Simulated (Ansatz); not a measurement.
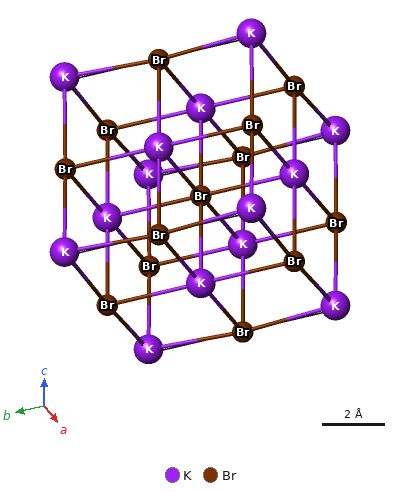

The starting structure (ball-and-stick view of the cell of the calculation, seen at an oblique angle). Near neighbours in the crystal (not all of them lie inside the picture): K has 6 Br at 3.23 to 3.47 Å; Br has 6 K at 3.23 to 3.47 Å.

# Run report: KBr, geometry relaxation (part 1 of 2)

The run: geometry relaxation of KBr (8 atoms in the cell). Method and program: DFT PBE, scalar-relativistic, plane waves, PAW, no spin polarisation (Ansatz 0.2.0).

The structure derives from an entry of the Crystallography Open Database. It belongs to a series of runs on one base structure; here: atom 1 moved 0.15 A; relaxed back.

**Log**
```
Engine: ansatz 0.2.0, aarch64-unknown-linux-gnu
Pseudopotentials: kind: paw
Pseudopotential: K, paw, valence charge 9, recommended cutoff 420 eV (normal), K.paw.azcp
Pseudopotential: Br, paw, valence charge 7, recommended cutoff 420 eV (normal), Br.paw.azcp
Functional definition: PBE
  parameter kappa = 0.804
  parameter beta = 0.06672455060314922
  exchange = pbe_x(kappa = kappa, mu = beta*pi^2/3)
  correlation = pbe_c(beta = beta)
Crystal: 8 atoms, lattice volume = 300.703 Å³
Basis set: ecut = 420 eV, 5887 PW (Γ), exchange–correlation on 90×90×90 points (8 copies of the dense FFT grid, shifted against one another)
Bands: 40, of which v1, the nominal top of the filled ones, is band 32 counted from 1 (31 counted from 0)
Symmetry: 1 space group operations
Space group: P1 (ITA 1), of the structure as read, at distance tolerance 6.7e-5 Å
k-points: 36 of 64 (time reversal used)
Non-local potential: K, projectors of the file, l = 0: 3, l = 1: 2, l = 2: 2
Non-local potential: Br, projectors of the file, l = 0: 2, l = 1: 2, l = 2: 2
PAW form: soft (Blöchl's): semilocal exchange-correlation on the pseudo side does not see the compensation charge
PAW one-centre angular grid: K, 110 points (default); XC on 64 Gauss nodes
PAW one-centre angular grid: Br, 110 points (default); XC on 64 Gauss nodes
Initial density: superposition of atomic densities (neutral atoms: chi_scale 0, normalization atom), corrected by the library's trained network
Initial wavefunctions: pseudopotential atomic-orbital guess
Functional: x = pbe(κ = 0.804, μ = 0.2195149727645171), c = pbe(β = 0.06672455060314922)
SCF iter   1: F=—  HF=-17298.003396 eV  |F-HF|=—  |Δ(HF+E_count)|=         —  Δρ=2.13e-4  dr2=1.39e-4  ethr=1.77e-3  ⟨swp⟩=13.9  Hψ=8174  notcnv=0
preconditioner: auto → Resta (q_TF=auto, 2.108 Å⁻¹)  ε∞=2.4  [insulator: Δε(μ)=4.309 eV  Ē_g=13.683 eV  σ=0.050 eV  W_gap=1.00  n_scr=56 (ndim 8)  ℏωp=16.0 eV  f_vac=0.074  D(μ)=0.00/eV (n_scr^D=0)  ε∞_Penn≈2.4]
SCF iter   2: F=—  HF=-17298.001557 eV  |F-HF|=—  |Δ(HF+E_count)|=   1.84e-3  Δρ=1.52e-4  dr2=1.03e-4  ethr=2.17e-7  ⟨swp⟩=3.0  Hψ=3479  notcnv=0  defer=12
SCF iter   3: F=—  HF=-17298.001611 eV  |F-HF|=—  |Δ(HF+E_count)|=   5.42e-5  Δρ=5.26e-5  dr2=7.49e-6  ethr=1.61e-7  ⟨swp⟩=2.0  Hψ=2337  notcnv=0  defer=12
SCF iter   4: F=—  HF=-17298.001759 eV  |F-HF|=—  |Δ(HF+E_count)|=   1.48e-4  Δρ=2.25e-5  dr2=1.82e-6  ethr=1.17e-8  ⟨swp⟩=2.0  Hψ=2481  notcnv=0  defer=12
iter 5 did not close the SCF: its close was put off for the readings that it lacked (scf_convergence_deferred on its scf_iter line)
SCF iter   5: F=-17298.001761 eV  HF=-17298.001761 eV  |F-HF|=2.74e-8  |Δ(HF+E_count)|=   1.21e-6  Δρ=4.21e-6  dr2=8.92e-8  ethr=2.84e-9  ⟨swp⟩=2.0  Hψ=2337  notcnv=0  defer=12
SCF iter   6: F=-17298.001761 eV  HF=-17298.001761 eV  |F-HF|=4.77e-9  |Δ(HF+E_count)|=   5.46e-8  Δρ=2.02e-6  dr2=2.12e-8  ethr=1.39e-10  ⟨swp⟩=13.0  Hψ=10916  notcnv=0
SCF 1 converged in 6 iterations: F = -17298.001761 eV  dr2 = 2.12e-8
  greatest PAW one-centre occupation: 0.987 electrons in one spin orbital (limit 2), on the K atom at site 0 (counted from 0), in its partial waves of l = 0
relax step   1: F+E_penalty+E_count = -17298.00176064 eV  Δ(F+E_penalty+E_count) = +0.000e0 eV  max|allowed force component| = 1.548e-1 eV/Å  Δτ_max = 0.0000 Å  P = +0.064 GPa  Ω = 300.703 Å³  (6 SCF iters, dr2 threshold 1.00e-7 eV, accepted)
Crystal: 8 atoms, lattice volume = 301.385 Å³
Initial density: handed on by an earlier stage of this run
Initial wavefunctions: those handed on with the density
iter 1 solved again at ethr=3.39e-5 eV; its pass at ethr=3.10e-3 eV (dr2=2.17e-2 eV) is discarded
SCF iter   1: F=—  HF=-17298.019846 eV  |F-HF|=—  |Δ(HF+E_count)|=         —  Δρ=2.00e-3  dr2=2.49e-2  ethr=3.39e-5  ⟨swp⟩=1.9  Hψ=6850  notcnv=0
preconditioner: auto → Resta (q_TF=auto, 2.107 Å⁻¹)  ε∞=2.4  [insulator: Δε(μ)=4.312 eV  Ē_g=13.685 eV  σ=0.050 eV  W_gap=1.00  n_scr=56 (ndim 8)  ℏωp=16.0 eV  f_vac=0.081  D(μ)=0.00/eV (n_scr^D=0)  ε∞_Penn≈2.4]
SCF iter   2: F=—  HF=-17298.011947 eV  |F-HF|=—  |Δ(HF+E_count)|=   7.90e-3  Δρ=5.72e-4  dr2=1.55e-3  ethr=3.39e-5  ⟨swp⟩=2.1  Hψ=2289  notcnv=0
SCF iter   3: F=—  HF=-17298.011506 eV  |F-HF|=—  |Δ(HF+E_count)|=   4.41e-4  Δρ=2.08e-4  dr2=8.13e-5  ethr=2.42e-6  ⟨swp⟩=2.0  Hψ=2269  notcnv=0
SCF iter   4: F=—  HF=-17298.011508 eV  |F-HF|=—  |Δ(HF+E_count)|=   2.00e-6  Δρ=2.17e-5  dr2=1.96e-6  ethr=1.27e-7  ⟨swp⟩=2.0  Hψ=2480  notcnv=0
SCF iter   5: F=-17298.011510 eV  HF=-17298.011510 eV  |F-HF|=2.55e-7  |Δ(HF+E_count)|=   1.48e-6  Δρ=7.06e-6  dr2=1.74e-7  ethr=1.25e-9  ⟨swp⟩=14.0  Hψ=11917  notcnv=0
SCF 2 converged in 5 iterations: F = -17298.011510 eV  dr2 = 1.74e-7
relax step   2: F+E_penalty+E_count = -17298.01150989 eV  Δ(F+E_penalty+E_count) = -9.749e-3 eV  max|allowed force component| = 7.934e-2 eV/Å  Δτ_max = 0.0701 Å  P = +0.016 GPa  Ω = 301.385 Å³  energy of the carried Pulay correction = -2.169e-5 eV  (5 SCF iters, dr2 threshold 8.00e-7 eV, accepted)
Crystal: 8 atoms, lattice volume = 301.347 Å³
iter 1 solved again at ethr=1.16e-5 eV; its pass at ethr=3.10e-3 eV (dr2=7.40e-3 eV) is discarded
SCF iter   1: F=—  HF=-17298.019251 eV  |F-HF|=—  |Δ(HF+E_count)|=         —  Δρ=1.27e-3  dr2=8.34e-3  ethr=1.16e-5  ⟨swp⟩=2.2  Hψ=6587  notcnv=0
preconditioner: auto → Resta (q_TF=auto, 2.107 Å⁻¹)  ε∞=2.4  [insulator: Δε(μ)=4.312 eV  Ē_g=13.686 eV  σ=0.050 eV  W_gap=1.00  n_scr=56 (ndim 8)  ℏωp=16.0 eV  f_vac=0.082  D(μ)=0.00/eV (n_scr^D=0)  ε∞_Penn≈2.4]
SCF iter   2: F=—  HF=-17298.016439 eV  |F-HF|=—  |Δ(HF+E_count)|=   2.81e-3  Δρ=4.22e-4  dr2=9.21e-4  ethr=1.16e-5  ⟨swp⟩=2.0  Hψ=1959  notcnv=0
SCF iter   3: F=—  HF=-17298.016159 eV  |F-HF|=—  |Δ(HF+E_count)|=   2.79e-4  Δρ=1.39e-4  dr2=4.89e-5  ethr=1.44e-6  ⟨swp⟩=2.0  Hψ=2242  notcnv=0
SCF iter   4: F=—  HF=-17298.016065 eV  |F-HF|=—  |Δ(HF+E_count)|=   9.45e-5  Δρ=1.68e-5  dr2=1.27e-6  ethr=7.65e-8  ⟨swp⟩=2.0  Hψ=2575  notcnv=0
SCF iter   5: F=-17298.016065 eV  HF=-17298.016065 eV  |F-HF|=1.18e-7  |Δ(HF+E_count)|=   6.73e-7  Δρ=5.58e-6  dr2=6.99e-8  ethr=6.15e-10  ⟨swp⟩=14.0  Hψ=11804  notcnv=0
SCF 3 converged in 5 iterations: F = -17298.016065 eV  dr2 = 6.99e-8
relax step   3: F+E_penalty+E_count = -17298.01606548 eV  Δ(F+E_penalty+E_count) = -4.556e-3 eV  max|allowed force component| = 4.679e-3 eV/Å  Δτ_max = 0.0557 Å  P = +0.007 GPa  Ω = 301.347 Å³  energy of the carried Pulay correction = -2.050e-5 eV  (5 SCF iters, dr2 threshold 3.93e-7 eV, accepted)
Initial wavefunctions: pseudopotential atomic-orbital guess (no wavefunctions were taken with the density)
iter 1 solved again at ethr=7.60e-8 eV; its pass at ethr=3.10e-3 eV (dr2=4.86e-5 eV) is discarded
SCF iter   1: F=—  HF=-17298.016171 eV  |F-HF|=—  |Δ(HF+E_count)|=         —  Δρ=7.12e-6  dr2=1.12e-7  ethr=7.60e-8  ⟨swp⟩=4.0  Hψ=11986  notcnv=0
SCF iter   2: F=—  HF=-17298.016083 eV  |F-HF|=—  |Δ(HF+E_count)|=   8.81e-5  Δρ=4.48e-6  dr2=4.65e-8  ethr=1.74e-10  ⟨swp⟩=3.1  Hψ=3057  notcnv=0
SCF iter   3: F=—  HF=-17298.016083 eV  |F-HF|=—  |Δ(HF+E_count)|=   7.86e-8  Δρ=2.62e-6  dr2=1.67e-8  ethr=7.27e-11  ⟨swp⟩=2.8  Hψ=2448  notcnv=0
SCF iter   4: F=—  HF=-17298.016083 eV  |F-HF|=—  |Δ(HF+E_count)|=   4.78e-8  Δρ=5.00e-7  dr2=3.69e-10  ethr=2.61e-11  ⟨swp⟩=2.0  Hψ=2448  notcnv=0
SCF iter   5: F=-17298.016083 eV  HF=-17298.016083 eV  |F-HF|=4.80e-10  |Δ(HF+E_count)|=   1.20e-9  Δρ=2.56e-7  dr2=9.10e-11  ethr=1.00e-12  ⟨swp⟩=9.8  Hψ=8403  notcnv=0
the search or the solves at the SCF's close seem to have found levels that the self-consistency loop had missed (the run counts 2). By its estimate they hold under 1e-12 electrons; where the run keeps them, the occupations were computed again with them
SCF 4 converged in 5 iterations: F = -17298.016083 eV  dr2 = 9.10e-11
relax step   4: F+E_penalty+E_count = -17298.01608306 eV  Δ(F+E_penalty+E_count) = -1.758e-5 eV  max|allowed force component| = 4.624e-3 eV/Å  Δτ_max = 0.0000 Å  P = +0.007 GPa  Ω = 301.347 Å³  stress off target by 9.33e-3 GPa  SCF on the basis re-selected at this cell (its energy is not comparable with the rows above)  (5 SCF iters)
```

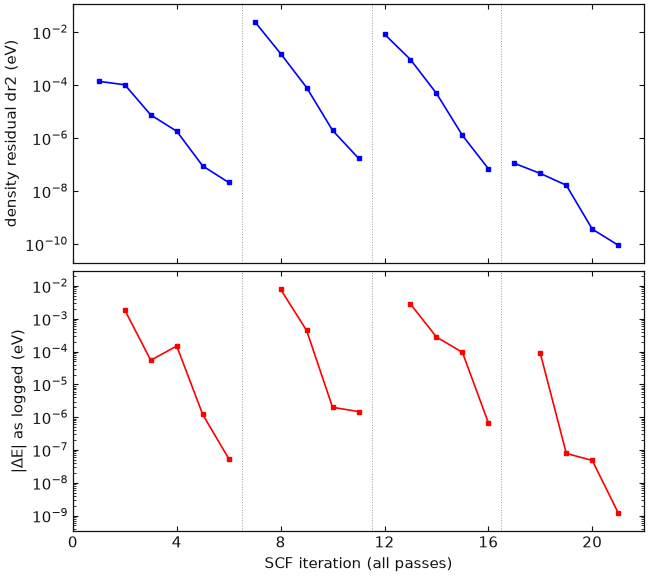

Convergence of the self-consistent field: density residual dr2 and size of the energy change against the SCF iteration. The dotted lines part the SCF passes of the relaxation: geometry steps, rejected trials and re-solves on a re-selected basis. The passes take 6, 5, 5 and 5 iterations.

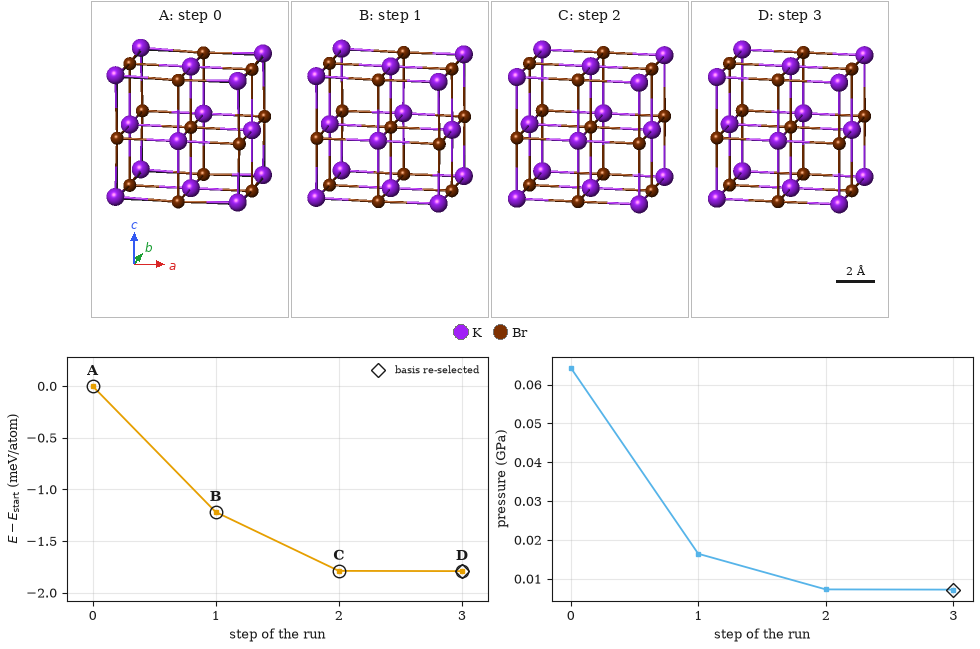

Frames of the relaxation (ball-and-stick view of the cell of the calculation, seen slightly off an axis) above the curves, on which the letters mark them (the first geometry is step 0 here and step 1 in the log).

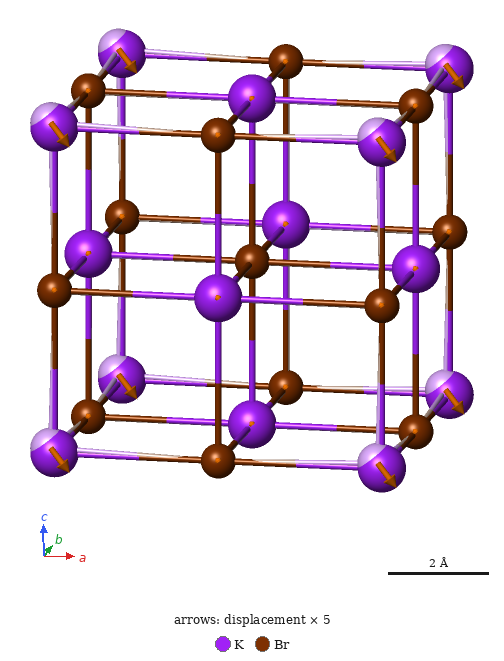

Start (faint) and end (solid) with the displacements as orange arrows, magnified 5 times (ball-and-stick view of the cell of the calculation, seen slightly off an axis). Over 2 geometry steps the energy falls by 1.8 meV per atom. Largest force component: 0.15 eV/Å at the start, 0.0046 eV/Å at the end. Pressure: 0.06 GPa at the start and 0.01 GPa at the end. The atom that moves furthest relative to the cell is K1 (0.13 Å). By element the largest moves are K 0.13 Å, Br 0.02 Å. The drawn cell changes as follows: a = c 6.700 → 6.704 Å (+0.1 %), b 6.700 → 6.705 Å (+0.1 %); the volume changes by +0.2 %. Among the contacts that change: K1–Br7 3.231 → 3.348 Å, K1–Br5 3.262 → 3.350 Å, K1–Br6 3.364 → 3.353 Å. Among the angles that change: Br6–K1–Br6 174.9° → 179.8°, K1–Br6–K1 174.9° → 179.8°, K1–Br5–K1 175.9° → 179.8°. The space group (tolerance 0.01 Å) goes from P1 (No. 1) to Amm2 (No. 38). A last SCF at the same geometry on a re-selected plane-wave basis shifts the energy by next to nothing (0.0 meV per atom). (Atoms are counted from 1 in the order of the input.)

```
basis re-selected at this cell: Δ(F+E_penalty+E_count) = -1.758e-5 eV, ΔP = -0.000 GPa vs the last step (what re-selecting the basis moved, of the pressure what is left beyond the Pulay correction that the steps carried, after the strain that the cell walked since its last selection, with what the two solves' SCF thresholds leave and, on support functions, any second-order correction that the steps lacked; it is no measure of the basis error at this ecutwfc). This SCF's stress stands 9.33e-3 GPa from its target on what of the cell is left free (relax.cell.stress_tol is 1.00e-1 GPa) and its largest allowed force component is 4.62e-3 eV/Å (relax.f_tol is 1.00e-2 eV/Å): within both
SCF converged after 5 iterations
Free energy (F): -17298.016083 eV
Harris-Foulkes:  -17298.016083 eV  (|F-HF|=4.80e-10)
Internal energy: -17298.016083 eV  (E = F + TS)
E sigma→0 (E₀):  -17298.016083 eV
Fermi energy:    2.916645 eV
```
